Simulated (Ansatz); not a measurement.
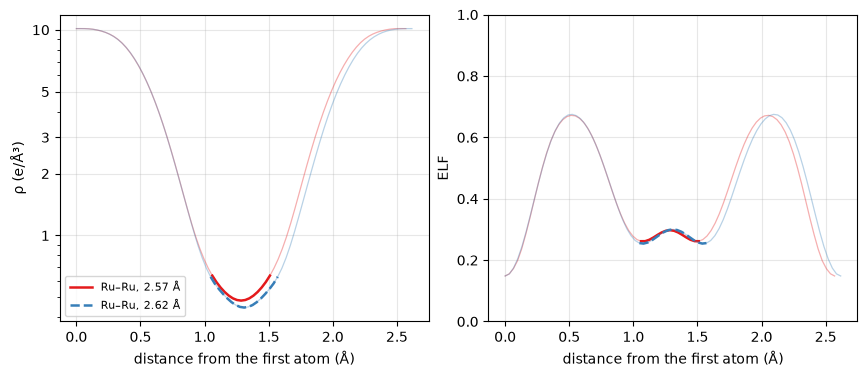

The picture shows: Ru. Valence charge density (pseudo) and ELF along straight lines between neighbouring atoms. Thin, pale parts lie inside the atomic spheres.

Space group R-3m; changed on purpose from its base cell (equal engineering shear yz, xz and xy +0.0175, equal normal strain along x, y and z -0.0375); computed pressure about 47 GPa in this cell; computed without spin polarisation.

These are results of Ansatz 0.2.0, DFT PBE, scalar-relativistic, plane waves, PAW, not measurements.

Core electrons are frozen (PAW), and the valence fields are smoothed inside the atomic spheres.

```yaml
crystal:
  lattice:
    - [1.81697, 0.00000, -1.81697]
    - [-1.81697, 1.81697, 0.00000]
    - [3.73396, 3.73396, 3.73396]
  atoms:
    - { symbol: Ru, position: [0.00000, 0.00000, 0.00000] }
    - { symbol: Ru, position: [0.66667, 0.33333, 0.33333] }
    - { symbol: Ru, position: [0.33333, 0.66667, 0.66667] }
```

Question: Compare the contacts.

Answer: Ru–Ru (2.57 Å): the density is about 0.48 e/Å³ at the midpoint; the ELF is about 0.30 at the midpoint; no shared electron pair shows on this line.
Ru–Ru (2.62 Å): ρ at the midpoint is about 0.45 e/Å³; the ELF is about 0.30 at the midpoint.
